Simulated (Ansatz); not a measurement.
GePt2

Input file:

```
crystal:
  lattice:
    - [6.9762297661, 0.0, 0.0]
    - [-3.4881148831, 6.0415922001, 0.0]
    - [0.0, 0.0, 3.5568102722]
  atoms:
    - { symbol: Ge, position: [0.6666666667, 0.3333333333, 0.0] }
    - { symbol: Ge, position: [0.3333333333, 0.6666666667, 0.0] }
    - { symbol: Ge, position: [0.0, 0.0, 0.5] }
    - { symbol: Pt, position: [0.6215256349, 0.0, 0.5] }
    - { symbol: Pt, position: [0.3784743651, 0.3784743651, 0.5] }
    - { symbol: Pt, position: [0.0, 0.6215256349, 0.5] }
    - { symbol: Pt, position: [0.0, 0.2825199545, 0.0] }
    - { symbol: Pt, position: [0.7174800455, 0.7174800455, 0.0] }
    - { symbol: Pt, position: [0.2825199545, 0.0, 0.0] }
basis:
  ecutwfc: 500
kpoints:
  mp_grid: { grid: [6, 6, 12] }
hamiltonian:
  xc: r2scan
scf:
  occupations: { method: gaussian, width: 0.15 }
output:
  forces: true
  stress: true
  eigenvalues: true
  write_density: true
  write_potential: true
  elf: true
  volumetric_format: npy
```

Launched as:

```sh
ansatz run input.yaml --threads 2 --pin off --max-ram 5120MiB --backend cpu --events-out ev --progress --plain --runs-dir out
```

Below, planes, directions and counts refer to the conventional cell (a = 6.98 Å, b = 6.98 Å, c = 3.56 Å, α = 90.00°, β = 90.00°, γ = 120.00°).

Space group P-62m; a structure from a database of computed crystals, not necessarily the ambient phase; changed on purpose from its base cell (strain +0.0375 x Voigt [1, 1, 0, 0, 0, 0], atoms carried along); not relaxed (largest force 0.4 eV/Å); computed pressure about −14 GPa in this cell.

These are results of DFT r2SCAN, scalar-relativistic, plane waves, PAW in Ansatz 0.2.0, not measurements.

Question: What will maps of the valence pseudo-density and electron localisation function show?

Answer: Ge–Pt (2.52 Å): the density is about 0.5 e/Å³ at the midpoint; the ELF is about 0.45 at the midpoint.

Question: Does the calculation make it a metal, or give it a gap?

Answer: It is gapless in this calculation (a metal or semimetal).

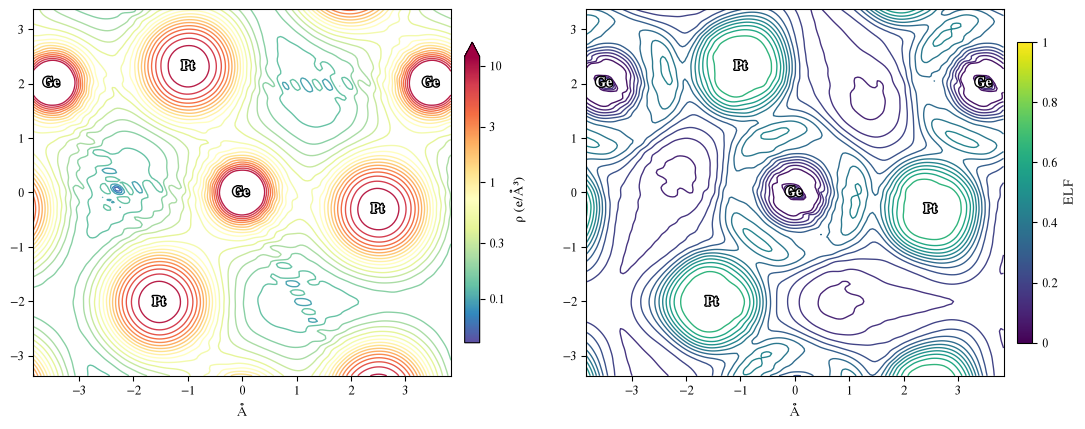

Computed valence pseudo-density and electron localisation function on the (001) plane of the conventional cell, in this order. 
